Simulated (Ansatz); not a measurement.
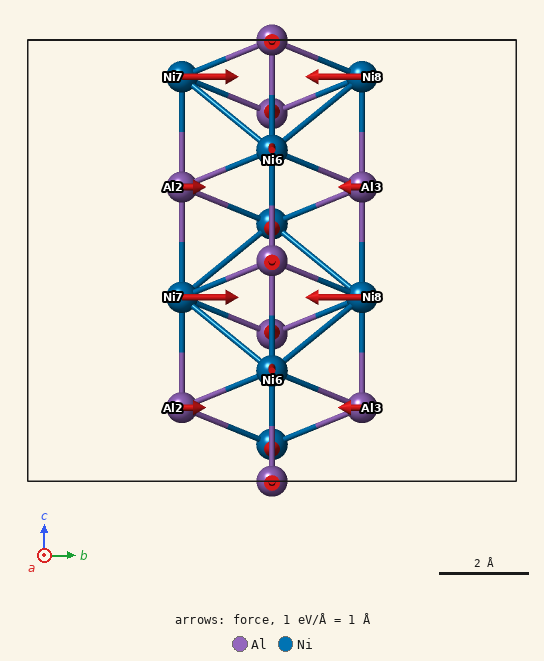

Starting geometry of a wire of composition AlNi with the computed forces as red arrows. Style: ball-and-stick. Shown: the 2 repeat of the cell, with the vacuum cut short, along the a axis.

Case: wire along [1 1 1], 8 atoms a period.

Computed with Ansatz, DFT PBE, scalar-relativistic, plane waves, PAW.

Input
```yaml
crystal:
  lattice:
    - [11.4, 0.0, 0.0]
    - [0.0, 13.4, 0.0]
    - [0.0, 0.0, 5.0109676715]
  atoms:
    - { symbol: Al, position: [0.603604948, 0.5, 0.0] }
    - { symbol: Al, position: [0.5, 0.3473344041, 0.3333333333] }
    - { symbol: Al, position: [0.5, 0.6526655959, 0.3333333333] }
    - { symbol: Al, position: [0.396395052, 0.5, 0.6666666667] }
    - { symbol: Ni, position: [0.396395052, 0.5, 0.1666666667] }
    - { symbol: Ni, position: [0.603604948, 0.5, 0.5] }
    - { symbol: Ni, position: [0.5, 0.3473344041, 0.8333333333] }
    - { symbol: Ni, position: [0.5, 0.6526655959, 0.8333333333] }
basis:
  ecutwfc: 420
kpoints:
  mp_grid: { grid: [1, 1, 11] }
hamiltonian:
  xc: pbe
scf:
  occupations: { method: gaussian, width: 0.05 }
output:
  forces: true
  stress: true
  eigenvalues: true
  populations: true
  write_density: true
  write_potential: true
  elf: true
  volumetric_format: npy
relax:
  adjacent_minimum: "off"
  f_tol: 0.02
  max_steps: 45
  cell: { fix: [a, b, alpha, beta, gamma], stress_tol: 0.03 }
```

Run as
```bash
ansatz run input.yaml --threads 4 --pin off --max-ram 9216MiB --backend cpu --events-out ev --progress --plain --runs-dir out
```

Question: Is this structure relaxed? If not, where do the atoms go?

Answer: It isn't relaxed: the largest force vector, on Ni atoms, is 1.29 eV/Å. The final displacements follow the starting forces only in part (cosine between the two patterns 0.61). The largest moves relative to the layer's centre, 0.31 Å, are those of Ni7 and Ni8. By element the largest moves are Ni 0.31 Å, Al 0.21 Å. Along the periodic axis the drawn cell goes c 10.022 → 9.459 Å (−5.6 %). Among the contacts that change: Ni5–Ni7 2.893 → 2.513 Å, Ni5–Ni6 2.893 → 2.691 Å, Al1–Ni6 2.505 → 2.379 Å, Al1–Ni6 (another image) 2.505 → 2.400 Å. Bond angles that change, for instance: Ni6–Al1–Ni6 180.0° → 163.7°, Al1–Ni7–Al4 70.5° → 86.1°, Ni7–Al1–Ni8 109.5° → 93.9°. After 4 accepted moves (5 points after the start) the energy has fallen by 0.818 eV per cell of the calculation. Largest force component: 1.3 eV/Å at the start, 0.008 eV/Å at the end. At 1 point the geometry stayed and the basis and grid were re-selected for the new cell (energy shift of 2.0 meV per cell of the calculation at most each time). Cost: 21 s on 4 threads of Intel(R) Xeon(R) 6975P-C (Granite Rapids), with other jobs on the host, peak memory 1.3 GiB.

Limits of the set-up: the k-point mesh is coarse for a cell with partly filled bands.
